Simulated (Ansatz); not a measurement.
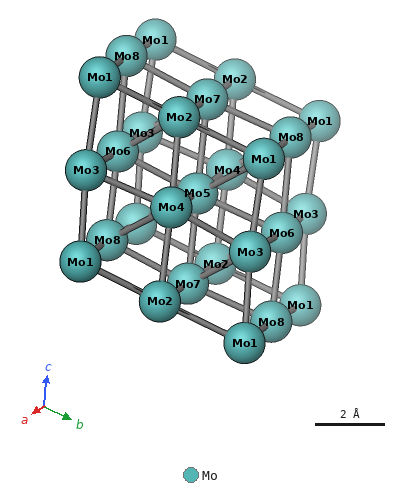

Fig. 1: The input geometry of the first run (ball-and-stick view of the cell of the calculation, set on other vectors, seen slightly off an axis; atoms are numbered from 1 in the order of the input).

## Two runs on Mo

System: Mo (P1, 8 atoms in the cell).
Method of the first run: DFT with PBE, PAW plane waves, Ueff = 2.44 eV on Mo d, spin-polarised (Ansatz 0.2.0).

The structure is a deliberately distorted cell. Text and figures count atoms from 1; the logs count them from 0 in places.

**Input file, the first run**
```yaml
crystal:
  lattice:
    - [-3.217628, 3.13956, 3.163872]
    - [3.187331, -3.150675, 3.14469]
    - [3.162047, 3.095094, -3.174986]
  atoms:
    - { symbol: Mo, position: [0.994363, 0.993585, 0.001032] }
    - { symbol: Mo, position: [0.029725, 0.014732, 0.510114] }
    - { symbol: Mo, position: [0.007983, 0.487865, 0.987424] }
    - { symbol: Mo, position: [0.985485, 0.49965, 0.488203] }
    - { symbol: Mo, position: [0.514687, 0.989007, 0.000532] }
    - { symbol: Mo, position: [0.4993, 0.992286, 0.50413] }
    - { symbol: Mo, position: [0.502782, 0.492064, 0.993137] }
    - { symbol: Mo, position: [0.500864, 0.50793, 0.497638] }
kpoints:
  mp_grid: { grid: [4, 4, 4], shift: [0.5, 0.5, 0.0] }
magnetization:
  spin_polarized: true
scf:
  occupations: { method: gaussian, width: 0.0437 }
hamiltonian:
  pseudopotentials: { kind: paw }
  xc: pbe
  hubbard: { projectors: atomic, sites: [{ species: Mo, l: d, u_eff: 2.44 }] }
basis:
  ecutwfc: 420
output:
  forces: true
  stress: true
  eigenvalues: true
```

Command:
```bash
ansatz run input.yaml --threads 1 --pin off --max-ram 2560MiB --backend cpu --events-out ev --progress --plain --runs-dir out
```

Hardware: 1 thread of an x86-64 CPU, shared host.

**Output, shortened to warnings, some set-up lines, iterations and results (the first run)**
```
Basis set: ecut = 420 eV, 2441 PW (Γ), exchange–correlation on 80×80×80 points (8 copies of the dense FFT grid, shifted against one another)
Symmetry: 1 space group operations
k-points: 32 of 64 (time reversal used)
Initial density: superposition of atomic densities (chi_scale 0.1, normalization cell)
[...]
SCF iter   1: F=—  HF=-39628.240316 eV  |F-HF|=—  |Δ(HF+E_count)|=         —  Δρ=5.27e-2 (↑5.27e-2 ↓5.27e-2)  dr2=1.37e1  dr2_m=0.00e0  M=0.000 μB ∫|m|=0.000 μB  β_m=0.30  …
SCF iter   2: F=—  HF=-39625.787717 eV  |F-HF|=—  |Δ(HF+E_count)|=    2.45e0  Δρ=3.83e-2 (↑3.83e-2 ↓3.83e-2)  dr2=7.04e0  dr2_m=0.00e0  M=0.000 μB ∫|m|=0.000 μB  β_m=0.65  …
SCF iter   3: F=—  HF=-39613.640158 eV  |F-HF|=—  |Δ(HF+E_count)|=    1.21e1  Δρ=6.04e-2 (↑6.04e-2 ↓5.28e-2)  dr2=2.49e-1  dr2_m=3.61e0  M=11.013 μB ∫|m|=11.013 μB  …
SCF iter   4: F=—  HF=-39621.507299 eV  |F-HF|=—  |Δ(HF+E_count)|=         —  Δρ=4.65e-2 (↑4.51e-2 ↓4.65e-2)  dr2=4.76e-2  dr2_m=2.38e0  M=2.095 μB ∫|m|=2.095 μB  β_m=0.65  …
SCF iter   5: F=—  HF=-39625.945120 eV  |F-HF|=—  |Δ(HF+E_count)|=    4.44e0  Δρ=2.23e-2 (↑2.11e-2 ↓2.23e-2)  dr2=1.42e-2  dr2_m=5.33e-1  M=0.952 μB ∫|m|=0.952 μB  β_m=0.82  …
[... 9 lines ...]
SCF iter   1: F=—  HF=-39626.874787 eV  |F-HF|=—  |Δ(HF+E_count)|=         —  Δρ=1.14e-6 (↑1.14e-6 ↓1.14e-6)  dr2=9.91e-9  dr2_m=0.00e0  M=0.000 μB ∫|m|=0.000 μB  …
SCF iter   2: F=—  HF=-39626.874795 eV  |F-HF|=—  |Δ(HF+E_count)|=   8.27e-6  Δρ=7.85e-5 (↑7.85e-5 ↓6.85e-5)  dr2=7.44e-5  dr2_m=7.10e-7  M=0.000 μB ∫|m|=0.034 μB  …
SCF iter   3: F=—  HF=-39626.874783 eV  |F-HF|=—  |Δ(HF+E_count)|=   1.18e-5  Δρ=2.28e-5 (↑2.24e-5 ↓2.28e-5)  dr2=1.95e-6  dr2_m=4.01e-7  M=0.000 μB ∫|m|=0.029 μB  …
SCF iter   4: F=—  HF=-39626.874787 eV  |F-HF|=—  |Δ(HF+E_count)|=   3.51e-6  Δρ=1.94e-6 (↑1.56e-6 ↓1.94e-6)  dr2=3.52e-8  dr2_m=6.82e-10  M=0.000 μB ∫|m|=0.001 μB  …
SCF iter   5: F=-39626.874787 eV  HF=-39626.874787 eV  |F-HF|=4.37e-11  |Δ(HF+E_count)|=  2.91e-11  Δρ=1.43e-7 (↑1.43e-7 ↓1.20e-7)  dr2=6.34e-11  dr2_m=9.64e-12  M=-0.000 μB …
an SCF along what the orbitals of the run's state read of its open shells (or to have them read: on a GPU, or by another smearing), with the run's symmetry operations kept, reached no lower state that the run goes on to. This is no proof of a minimum
SCF converged after 13 iterations
Magnetization: 0.0000 μB (56.0000 up, 56.0000 down)
Absolute magnetization: 0.0000 μB (∫|ρ↑−ρ↓|)
Spin contamination: 0.0000 ħ² per cell (⟨S²⟩ above its minimum at these occupations)
Per-site moments (μB) at R_I (Å): [(0.0, 1.0838682832381423), (0.0, 1.0640397538680173), (0.0, 1.105107402749549), (0.0, 1.0938718445734106), (0.0, 1.0838682832381423), (0.0, 1.0875544101773635), (0.0, 1.0640397538680173), (0.0, 1.0904668424992507)]
Free energy (F): -39626.874787 eV
Harris-Foulkes:  -39626.874787 eV  (|F-HF|=7.52e-9)
Internal energy: -39626.870203 eV  (E = F + TS)
E sigma→0 (E₀):  -39626.872495 eV
Entropy (-TS):   -0.004584 eV (-0.573 meV/atom)
Fermi energy:    20.827101 eV
--- Per-component energies (eV) ---
  E_band       = -452.667530
  E_kinetic    = 3534.034192
  E_local      = -6299.346551  (includes V_loc(G=0)·N_el)
  E_nonlocal   = 1144.321587
  E_hartree    = 2090.418620
  E_xc         = -1469.872469
  E_vxc        = -1834.728122  (∫ρ·V_xc dr)
  E_hubbard    = 20.867082  (on-site DFT+U / exact-exchange correction)
  E_vhub       = -24.635222  (the Hubbard potential's part of the band-sum identity)
  E_paw        = -25611.258986  (= ΣΔE_a)
  E_vpaw       = -1153.150960  (= ΣTr[D̂ρ^β])
  E_aug_tail   = 0.000344  (compensation charges beyond the density's cutoff)
  E_ewald      = -13036.034022
  E_smearing   = -0.004584  (= −TS)
  E_closure    = 0.000000  (closes the sum)
  Σ components = -39626.874787   (vs F -39626.874787, Δ=0.00e0)
--- Forces (eV/Å), atoms counted from 1 ---
  atom   1  Mo    -0.35780506     0.38594467     0.69078456
  atom   2  Mo    -0.32761156    -0.69107260    -1.25040846
  atom   3  Mo     0.87743747    -0.31128275    -0.07311112
  atom   4  Mo    -0.23290684     1.14464536     0.12098019
  atom   5  Mo     0.90310190    -0.62750749    -0.23484818
  atom   6  Mo    -0.53237033    -0.39587752     0.88794152
  atom   7  Mo     0.46328582    -0.01681894    -0.05932532
  atom   8  Mo    -0.79313250     0.51197220    -0.08201436
  max |Σ_I F_I| component: 2.93e-6 eV/Å
--- Stress (GPa, compression-positive) ---
       -4.324310       4.376365       0.910587
        4.376366       1.395366       0.961228
        0.910587       0.961228      -0.879750
  P = ⅓ Tr σ = -1.2696 GPa (-12.696 kbar)
Occupation matrices written to [file]
```

For the second run the input was changed thus:
```diff
+  n_extra_bands: 16
+  initial_density: { chi_scale: 0.1 }
-  ecutwfc: 420
+  ecutwfc: "18.4 Ry"
```

What does this change do to the results?

The free energy of the second run is 519.0 meV per atom higher, which comes mainly from the change of cutoff or grids; a solver setting shouldn't move a converged energy. The pressure goes from −1.27 to −0.09 GPa. The largest force goes from 1.466 to 1.596 eV/Å. More plane waves can only lower the energy of a fixed Hamiltonian, so the higher cutoff gives the lower value. The plane waves at Γ go from 2441 to 1115.

**Output, shortened to warnings, some set-up lines, iterations and results (the second run)**
```
Warning: basis.ecutwfc = 250.34475346308957 eV is below the records' recommended 420 eV, and the density's cutoff is lower with it unless basis.ecutrho_ratio is high enough to keep the records' density cutoff: compare with a run at a higher cutoff
Basis set: ecut = 250.34475346308957 eV, 1115 PW (Γ), exchange–correlation on 60×60×60 points (8 copies of the dense FFT grid, shifted against one another)
Symmetry: 1 space group operations
k-points: 32 of 64 (time reversal used)
Initial density: superposition of atomic densities (chi_scale 0.1, normalization cell)
[...]
SCF iter   1: F=—  HF=-39624.869075 eV  |F-HF|=—  |Δ(HF+E_count)|=         —  Δρ=5.40e-2 (↑5.40e-2 ↓5.40e-2)  dr2=1.50e1  dr2_m=0.00e0  M=0.000 μB ∫|m|=0.000 μB  β_m=0.30  …
SCF iter   2: F=—  HF=-39621.934668 eV  |F-HF|=—  |Δ(HF+E_count)|=    2.93e0  Δρ=3.81e-2 (↑3.81e-2 ↓3.81e-2)  dr2=7.32e0  dr2_m=0.00e0  M=0.000 μB ∫|m|=0.000 μB  β_m=0.63  …
SCF iter   3: F=—  HF=-39609.588646 eV  |F-HF|=—  |Δ(HF+E_count)|=    1.23e1  Δρ=5.97e-2 (↑5.97e-2 ↓5.25e-2)  dr2=2.26e-1  dr2_m=3.55e0  M=10.978 μB ∫|m|=10.978 μB  …
SCF iter   4: F=—  HF=-39617.436983 eV  |F-HF|=—  |Δ(HF+E_count)|=         —  Δρ=4.59e-2 (↑4.49e-2 ↓4.59e-2)  dr2=4.53e-2  dr2_m=2.33e0  M=2.091 μB ∫|m|=2.091 μB  β_m=0.63  …
SCF iter   5: F=—  HF=-39621.740412 eV  |F-HF|=—  |Δ(HF+E_count)|=    4.30e0  Δρ=2.29e-2 (↑2.18e-2 ↓2.29e-2)  dr2=1.53e-2  dr2_m=5.65e-1  M=0.933 μB ∫|m|=0.933 μB  β_m=0.82  …
SCF iter   6: F=—  HF=-39622.714644 eV  |F-HF|=—  |Δ(HF+E_count)|=   9.74e-1  Δρ=2.43e-3 (↑1.61e-3 ↓2.43e-3)  dr2=1.09e-2  dr2_m=2.17e-3  M=0.104 μB ∫|m|=0.123 μB  β_m=0.91  …
SCF iter   7: F=—  HF=-39622.723388 eV  |F-HF|=—  |Δ(HF+E_count)|=         —  Δρ=9.77e-4 (↑9.77e-4 ↓9.77e-4)  dr2=8.88e-3  dr2_m=0.00e0  M=0.000 μB ∫|m|=0.000 μB  β_m=0.91  …
SCF iter   8: F=—  HF=-39622.723715 eV  |F-HF|=—  |Δ(HF+E_count)|=   3.27e-4  Δρ=1.00e-3 (↑1.00e-3 ↓1.00e-3)  dr2=1.10e-2  dr2_m=0.00e0  M=0.000 μB ∫|m|=0.000 μB  β_m=0.69  …
SCF iter   9: F=—  HF=-39622.722697 eV  |F-HF|=—  |Δ(HF+E_count)|=   1.02e-3  Δρ=2.01e-4 (↑2.01e-4 ↓2.01e-4)  dr2=2.04e-4  dr2_m=0.00e0  M=0.000 μB ∫|m|=0.000 μB  β_m=0.73  …
SCF iter  10: F=—  HF=-39622.722695 eV  |F-HF|=—  |Δ(HF+E_count)|=   1.51e-6  Δρ=1.16e-4 (↑1.16e-4 ↓1.16e-4)  dr2=9.21e-5  dr2_m=0.00e0  M=0.000 μB ∫|m|=0.000 μB  β_m=0.67  …
SCF iter  11: F=—  HF=-39622.722688 eV  |F-HF|=—  |Δ(HF+E_count)|=   7.70e-6  Δρ=1.58e-5 (↑1.58e-5 ↓1.58e-5)  dr2=1.13e-6  dr2_m=0.00e0  M=0.000 μB ∫|m|=0.000 μB  β_m=0.83  …
SCF iter  12: F=-39622.722688 eV  HF=-39622.722688 eV  |F-HF|=3.78e-8  |Δ(HF+E_count)|=   4.31e-8  Δρ=2.76e-6 (↑2.76e-6 ↓2.76e-6)  dr2=5.39e-8  dr2_m=0.00e0  M=0.000 μB …
SCF 1 converged in 12 iterations: F = -39622.722688 eV  dr2 = 5.39e-8
SCF converged after 12 iterations
Magnetization: 0.0000 μB (56.0000 up, 56.0000 down)
Absolute magnetization: 0.0000 μB (∫|ρ↑−ρ↓|)
Spin contamination: 0.0000 ħ² per cell (⟨S²⟩ above its minimum at these occupations)
Per-site moments (μB) at R_I (Å): [(0.0, 1.0838682832381423), (0.0, 1.0640397538680173), (0.0, 1.105107402749549), (0.0, 1.0938718445734106), (0.0, 1.0838682832381423), (0.0, 1.0875544101773635), (0.0, 1.0640397538680173), (0.0, 1.0904668424992507)]
Free energy (F): -39622.722688 eV
Harris-Foulkes:  -39622.722688 eV  (|F-HF|=3.78e-8)
Internal energy: -39622.717707 eV  (E = F + TS)
E sigma→0 (E₀):  -39622.720197 eV
Entropy (-TS):   -0.004981 eV (-0.623 meV/atom)
Fermi energy:    20.865239 eV
--- Per-component energies (eV) ---
  E_band       = -460.570842
  E_kinetic    = 3538.449830
  E_local      = -6279.847290  (includes V_loc(G=0)·N_el)
  E_nonlocal   = 1133.542192
  E_hartree    = 2078.723955
  E_xc         = -1470.854062
  E_vxc        = -1836.121335  (∫ρ·V_xc dr)
  E_hubbard    = 20.964152  (on-site DFT+U / exact-exchange correction)
  E_vhub       = -24.196214  (the Hubbard potential's part of the band-sum identity)
  E_paw        = -25607.665543  (= ΣΔE_a)
  E_vpaw       = -1149.848279  (= ΣTr[D̂ρ^β])
  E_aug_tail   = 0.003081  (compensation charges beyond the density's cutoff)
  E_ewald      = -13036.034022
  E_smearing   = -0.004981  (= −TS)
  E_closure    = 0.000000  (closes the sum)
  Σ components = -39622.722688   (vs F -39622.722688, Δ=0.00e0)
--- Forces (eV/Å), atoms counted from 1 ---
  atom   1  Mo    -0.44681864     0.43600818     0.75322010
  atom   2  Mo    -0.25162836    -0.80040436    -1.35759246
  atom   3  Mo     0.93596335    -0.31249784    -0.06564240
  atom   4  Mo    -0.28089821     1.21767072     0.17341115
  atom   5  Mo     0.96001372    -0.72546270    -0.29533791
  atom   6  Mo    -0.55438655    -0.42924422     0.99233006
  atom   7  Mo     0.46309347     0.08064559    -0.02743370
  atom   8  Mo    -0.82533045     0.53327558    -0.17296652
  max |Σ_I F_I| component: 1.17e-5 eV/Å
--- Stress (GPa, compression-positive) ---
       -3.258012       4.367252       1.316196
        4.367252       2.617748       1.173059
        1.316196       1.173059       0.383891
  P = ⅓ Tr σ = -0.0855 GPa (-0.855 kbar)
Occupation matrices written to [file]
```

**The two runs side by side**

| quantity | the first run | the second run |
| --- | --- | --- |
| outcome | converged | converged |
| free energy per atom (eV) | −4953.3593 | −4952.8403 |
| energy per atom, smearing taken to zero (eV) | −4953.3591 | −4952.8400 |
| net moment of the cell (μB) | 0.00 | 0.00 |
| absolute moment of the cell (μB) | 0.00 | 0.00 |
| pressure (GPa) | −1.27 | −0.09 |
| largest force (eV/Å) | 1.466 | 1.596 |
| irreducible k-points | 32 | 32 |
| plane waves at Γ | 2441 | 1115 |
| SCF iterations | – | 12 |
| wall time (shared host) | 3 min | 17 s |

For the first run: Warnings: spin is on but no starting moments are given. For the second run: These settings are looser than, or depart from, a standard set-up, so the numbers are not reference values for this system. Warnings: the cutoff is below the recommended one; spin is on but no starting moments are given.
